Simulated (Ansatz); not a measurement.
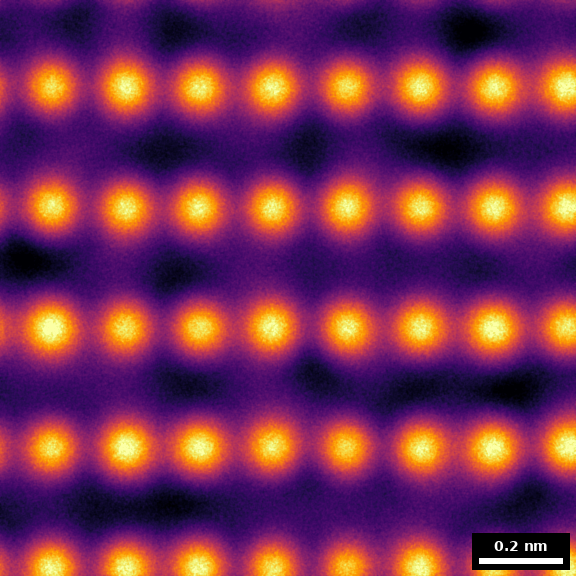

Z-contrast image of Y (Fm-3m, No. 225). The image is simulated as a sum over atoms of Z^1.8, blurred by a 1.11 Å probe (no channelling). The display is stretched by a gamma of 0.8; percentages refer to the linear signal. Shot noise and the speckle of an amorphous layer were added. Structure used: the geometry relaxed with DFT PBE, scalar-relativistic, plane waves, PAW in Ansatz 0.2.0; the starting structure was generated, so it need not be a known form of this composition.

```
Y
1.0
     5.06221    0.00000    0.00000
     0.00000    5.06221    0.00000
     0.00000    0.00000    5.06221
Y
4
Direct
  0.00000 0.00000 0.00000
  0.00000 0.50000 0.50000
  0.50000 0.00000 0.50000
  0.50000 0.50000 0.00000
```

Question: Which beam direction gives this image, [110], [221], [211] or [111]? (Directions equivalent by symmetry count as one.)

Answer: [211]. The projected cells are 3.10 × 3.10 Å, 109° for [110]; 1.19 × 1.89 Å, 108° for [221]; 1.79 × 2.92 Å, 90° for [211]; 2.07 × 2.07 Å, 120° for [111], and the image repeats as the [211] one does.
